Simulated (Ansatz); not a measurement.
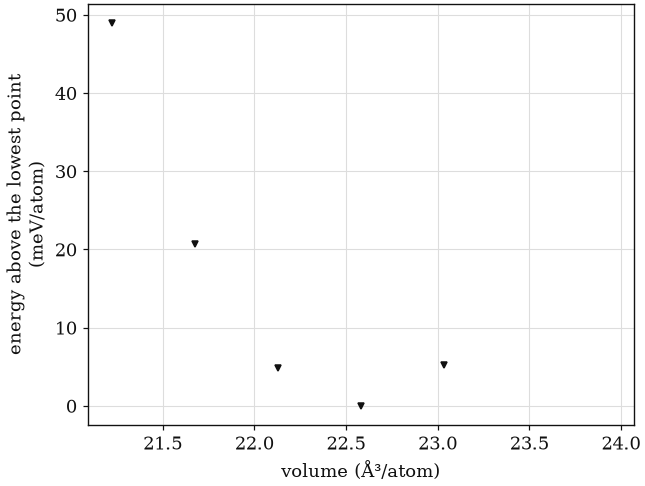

The figure shows the energy above the lowest point against volume for Re, space group Fd-3m (No. 227) (one of a set of cubic test structures, which need not be the stable phase).

How it was computed, with Ansatz 0.2.0 development build: equation of state of a cubic crystal from periodic Kohn-Sham density functional theory without spin, third-order Birch-Murnaghan fit to the free energies; pressure corrected for the finite basis. Level: PBE.

| setting | value |
| --- | --- |
| structure type | diamond |
| atoms in cell | 2 |
| space group number | 227 |
| lattice centring | face-centred primitive |
| k mesh | 33×33×33 |
| occupation method | Fermi–Dirac |
| occupation width | 0.06123 eV |
| wave cutoff | 420 eV |
| datasets | soft-1 PAW |
| density tolerance | 1e−07 eV |
| bands | 19 |
| density cutoff ratio | 4 |
| search for lower states | default |

The points at volume 23.48 Å³/atom and 23.94 Å³/atom are left out of the plot. What values does the calculation give there?

| volume (Å³/atom) | energy above the lowest point (meV/atom) |
| --- | --- |
| 23.48 | 19.4 |
| 23.94 | 41.7 |

Limits of the calculation: cubic model structure, not the ambient form.
